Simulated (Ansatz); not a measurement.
## Electronic structure of Si$_{2}$W in real space

```
Si W
1.0
     0.00000   -3.22900    0.00000
     0.00000    0.00000    7.86683
    -3.22900    0.00000    0.00000
Si W
4 2
Direct
  0.00000 0.33457 0.97677
  0.50000 0.83457 0.47677
  0.50000 0.16543 0.47677
  0.00000 0.66543 0.97677
  0.50000 0.50000 0.50000
  0.00000 0.00000 0.00000
```

Space group Imm2; changed on purpose from its base cell (all Si atoms moved +0.075 Å, as atom 1 along Cartesian [1 0 0]); not relaxed (largest force 0.8 eV/Å).

The calculation used DFT PBE, scalar-relativistic, plane waves, PAW in Ansatz.

The density is the valence pseudo-density of a PAW calculation; it isn't the true density close to the nuclei.

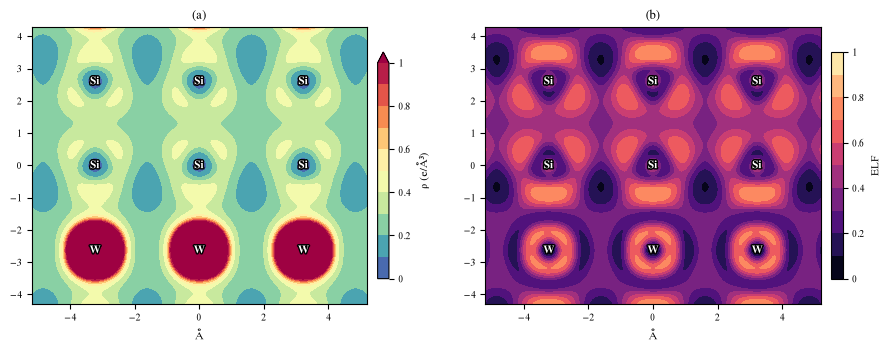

Figure 1. (a) valence pseudo-density; (b) electron localisation function on the (001) plane of the conventional cell.

What does the map show?

The section cuts through Si and W sites. Si–W (2.63 Å): ρ at the midpoint is about 0.41 e/Å³; the ELF peaks at about 0.80 in the valence shell of Si, 0.9 Å from its nucleus, and is about 0.45 at the midpoint. Between the atoms the lowest density in this plane is 0.14 e/Å³. The features right at W lie inside the PAW spheres, where the map follows smoothed inner orbitals and isn't to be read closely.

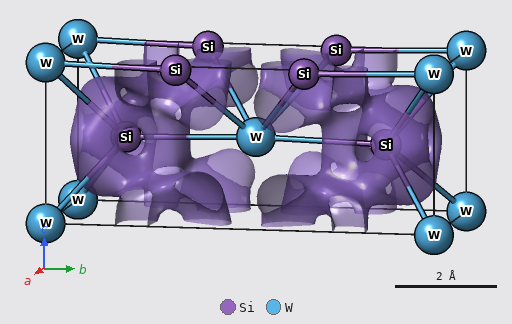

Figure 2. Isosurface of the electron localisation function at 0.55 (purple), seen slightly off an axis. Only the valence region is drawn (cores and ρ < 0.01 e/Å³ removed). Sticks mark near contacts.

Identify the bonds, lone pairs and shells in this picture.

The surface consists of sheets that run through the cell in two directions, counted in one cell of 6 atoms. Regions shared between cells count once. Along the contacts the grid gives the following. Si–W (2.58 Å): the ELF peaks at about 0.75 in the valence shell of Si, 0.9 Å from its nucleus, and is about 0.50 at the midpoint.

Metal or insulator at this level of theory?

It is metallic or semimetallic at this level of theory: no gap opens.
